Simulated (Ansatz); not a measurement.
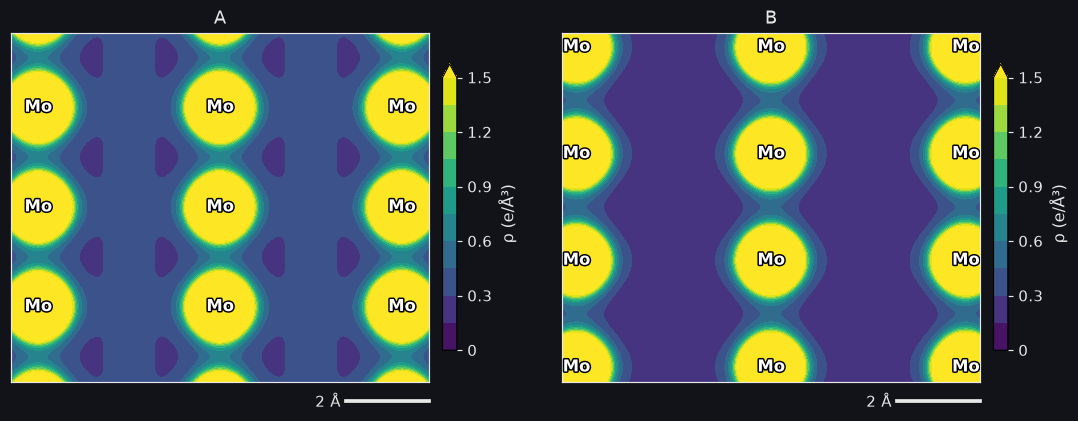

Mo. The valence electron density of two cells that differ in size, on the (100) plane of each (indices in the axes of the calculation cell), at one length scale and on one colour scale; one has 13.5 and the other 16.6 Å³ an atom.

Computed with Ansatz, DFT, LDA (PW92), plane waves (420 eV) with PAW, scalar-relativistic.

The density is the valence pseudo-density of a PAW calculation; it isn't the true density close to the nuclei.

The larger cell:

```
CELL_PARAMETERS angstrom
4.71335 0.00000 0.00000
-2.35668 4.08188 0.00000
0.00000 0.00000 2.58406
ATOMIC_POSITIONS crystal
Mo 0.00000 0.00000 0.00000
Mo 0.33333 0.66667 0.50000
Mo 0.66667 0.33333 0.50000
```

The smaller cell: a = 4.402 Å, b = 4.402 Å, c = 2.414 Å, α = 90.00°, β = 90.00°, γ = 120.00°.

Question: Which panel shows the smaller cell, and what does the compression change?

Answer: Panel A is the smaller cell, by 19 % in volume. From the larger cell to the smaller, Mo–Mo goes from 2.58 to 2.41 Å, and the density at its midpoint from 0.49 to 0.65 e/Å³; the pressure goes from −18 to 45 GPa.
